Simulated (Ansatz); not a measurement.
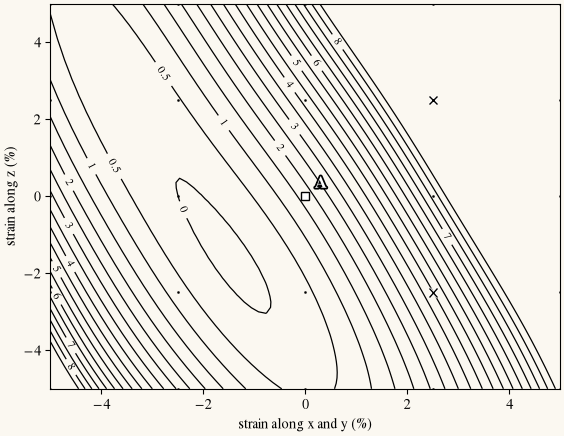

Na (Im-3m, No. 229; 1 atom in the cell). The cell is strained homogeneously, by one strain along x and y and another along z, with fractional coordinates fixed (x, y and z along the cube axes). First axis: strain along x and y. Second axis: strain along z. The grid has 5 × 5 points. At 2 points there is no value. All energies are given in meV/atom relative to the lowest grid point. The reference cell is the one listed in the database, not relaxed at this level. Level of theory: Ansatz, DFT PBEsol, scalar-relativistic, plane waves, PAW. Settings: cutoff 420 eV, k-mesh 16×16×16, gaussian smearing 0.15 eV, no spin polarisation.

Drawn: contour lines labelled in meV/atom (none above 8.5), crosses at grid points without a value, dots at the grid points, the point A. Between grid points the surface is interpolated.

> Is A at rest? If not, where is it pushed?

A, at strain along x and y = 0.0 %, strain along z = 0.0 %, is not a stationary point. The computed force is 1.6 meV/atom for each 1 % towards smaller values of strain along x and y and 0.78 meV/atom for each 1 % towards smaller values of strain along z.
